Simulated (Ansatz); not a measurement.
Na

Input

```
crystal:
  lattice:
    - [0.0, 2.6468509226, 2.6468509226]
    - [2.6468509226, 0.0, 2.6468509226]
    - [2.6468509226, 2.6468509226, 0.0]
  atoms:
    - { symbol: Na, position: [0.0, 0.0, 0.0] }
hamiltonian:
  xc: pbe
  pseudopotentials:
    kind: paw
    azcp:
      Na: "pseudopotentials/Na.paw.azcp"
basis:
  ecutwfc: 420
  fft_grid_basis: typed
kpoints:
  mp_grid: { grid: [5, 5, 5], shift: [0, 0, 0] }
magnetization:
  spin_polarized: false
scf:
  occupations: { method: fermi_dirac, width: 0.1 }
output:
  write_density: true
  write_potential: true
  elf: true
  volumetric_format: npy
```

Launched as:

```sh
ansatz run input.yaml --threads 4 --pin off --max-ram 8192MiB --backend cpu --events-out ev --progress --plain --runs-dir out
```

Below, planes, directions and counts refer to the conventional cell (a = 5.29 Å, b = 5.29 Å, c = 5.29 Å, α = 90.00°, β = 90.00°, γ = 90.00°).

Space group Fm-3m; set up as Na, fcc; a generated structure, not necessarily the stable one; computed without spin polarisation.

These are results of Ansatz, DFT, PBE, plane waves (420 eV) with PAW, scalar-relativistic, not measurements.

### What will maps of the valence pseudo-density and electron localisation function show?

Na–Na (3.74 Å): the density is about 0.03 e/Å³ at the midpoint; the ELF is about 0.45 at the midpoint.

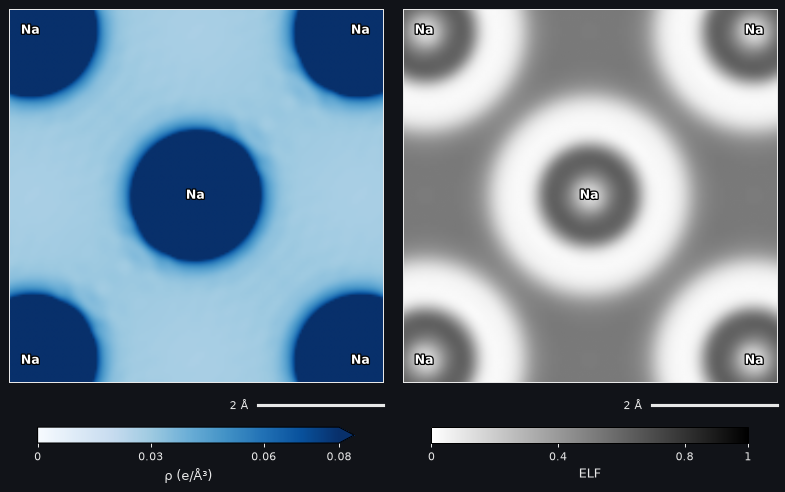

Computed valence pseudo-density and electron localisation function on the (010) plane of the conventional cell, in this order. 

Core electrons are frozen (PAW), and the valence fields are smoothed inside the atomic spheres.
